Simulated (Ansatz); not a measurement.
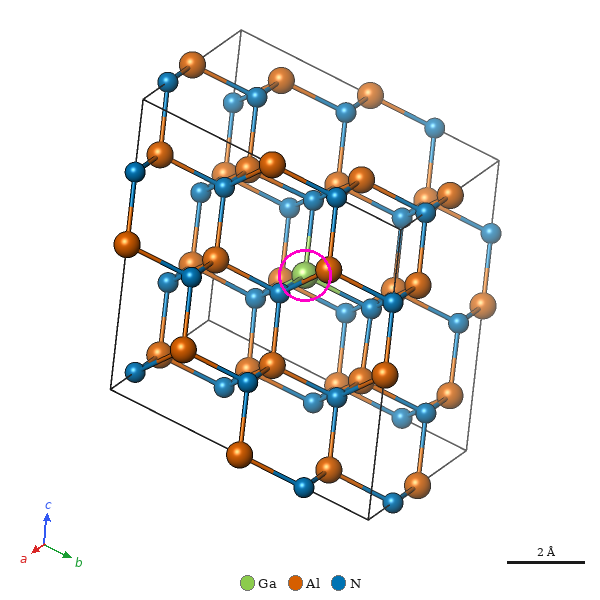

Ball-and-stick model, viewed slightly off an axis. The wireframe shows the supercell. The host is AlN, in a cell of 32 sites, and the cell carries a charge of -1. A ring marks the defect's site.

**Describe the defect.**

Gallium on an aluminium site (a substitutional impurity). It is bonded to four N in a tetrahedral arrangement at about 2.0 Å.

The calculation used Ansatz 0.2.0, DFT PBE, scalar-relativistic, plane waves, PAW, with an energy cutoff of 420 eV, k-grid 2×2×2, Gaussian smearing of 0.01 eV, collinear spins.

**Does the defect leave unpaired spin?**

Yes, 0.5 μB in the cell.

The atoms were relaxed in the host's cell with DFT PBE, scalar-relativistic, plane waves, PAW (Ansatz).
